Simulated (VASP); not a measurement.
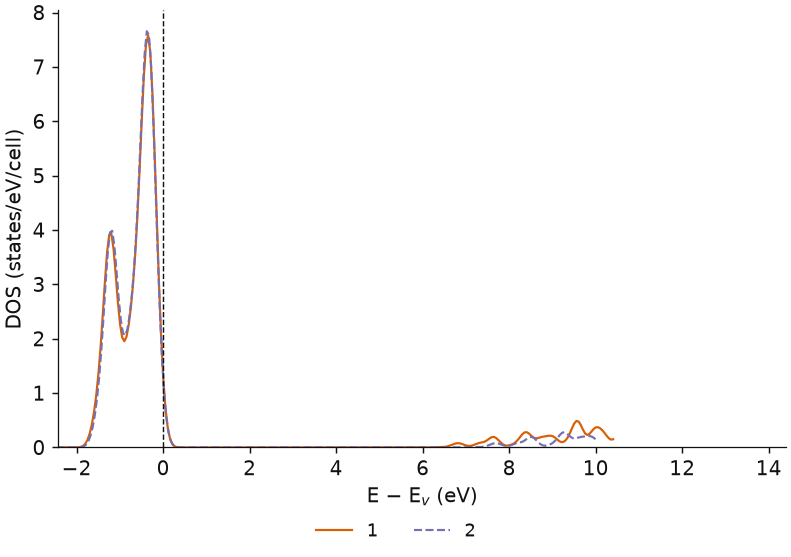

Total densities of states of NaF, space group R-3m (No. 166), 2 atoms in the cell, rocksalt type, epitaxial (111) strain +0.4%, by two methods on the same cell. The curves are built from the levels of the k mesh with Gaussians 0.3 eV wide, which also blur the band edges. Each is counted from its own valence-band top.

Which curve is which? The methods: PBE (VASP), r2SCAN (VASP).

1 is PBE (VASP); 2 is r2SCAN (VASP). PBE (VASP) gives a gap of 6.40 eV and r2SCAN (VASP) gives a gap of 7.28 eV.

Settings. PBE (VASP): DFT, PBE, plane waves, PAW, 10×10×10 k mesh, 520 eV cutoff (VASP). r2SCAN (VASP): DFT, r2SCAN, plane waves, PAW, 10×10×10 k mesh, 520 eV cutoff (VASP).
